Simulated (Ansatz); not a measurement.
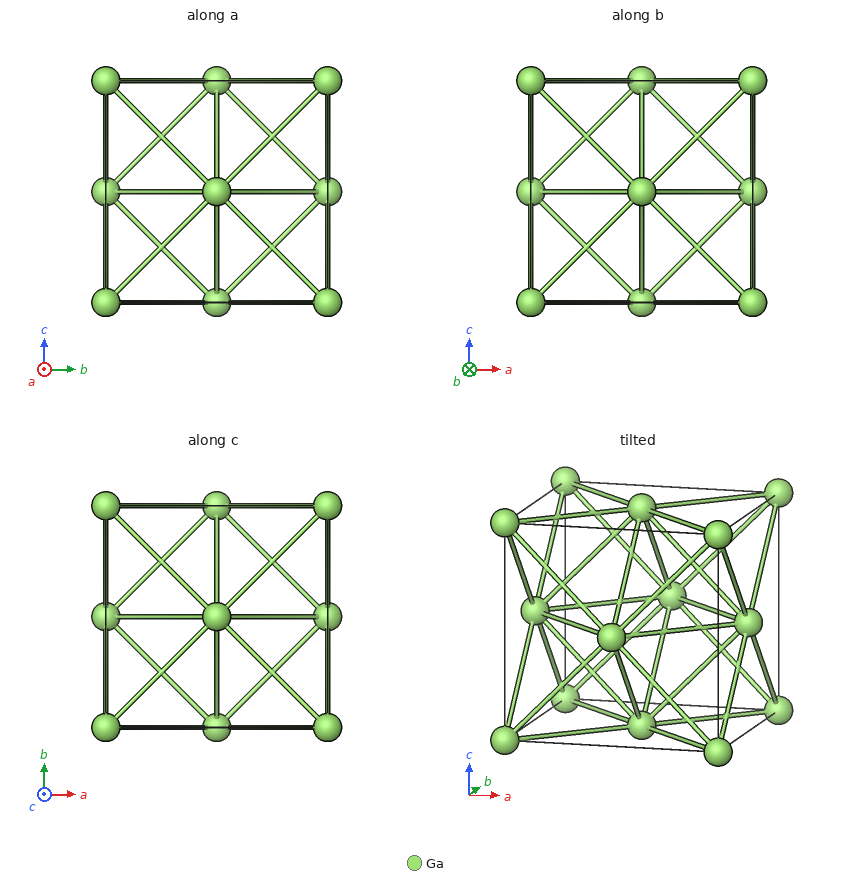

The figure gives a ball-and-stick picture of the atoms, viewed along the a axis, along the b axis, along the c axis and slightly off an axis. The edges of the conventional unit cell are marked.

Lattice parameters: a = 4.5366 Å, b = 4.5366 Å, c = 4.5366 Å, α = 90.000°, β = 90.000°, γ = 90.000°.

**Give the structure in the form of a CIF in P1 with every atom of the cell.**

```cif
data_structure
_symmetry_space_group_name_H-M 'P 1'
_symmetry_Int_Tables_number 1
_cell_length_a 4.5366
_cell_length_b 4.5366
_cell_length_c 4.5366
_cell_angle_alpha 90.000
_cell_angle_beta 90.000
_cell_angle_gamma 90.000
_cell_volume 93.37
loop_
_atom_site_label
_atom_site_type_symbol
_atom_site_fract_x
_atom_site_fract_y
_atom_site_fract_z
_atom_site_occupancy
Ga1 Ga 0.0000 0.0000 0.0000 1
Ga2 Ga 0.0000 0.5000 0.5000 1
Ga3 Ga 0.5000 0.0000 0.5000 1
Ga4 Ga 0.5000 0.5000 0.0000 1
```

Its origin is a structure type filled with this element by a generator (whether the element takes this form wasn't checked). Earlier steps of the study may have refined or changed the cell and positions. A calculation with Ansatz used it as input.
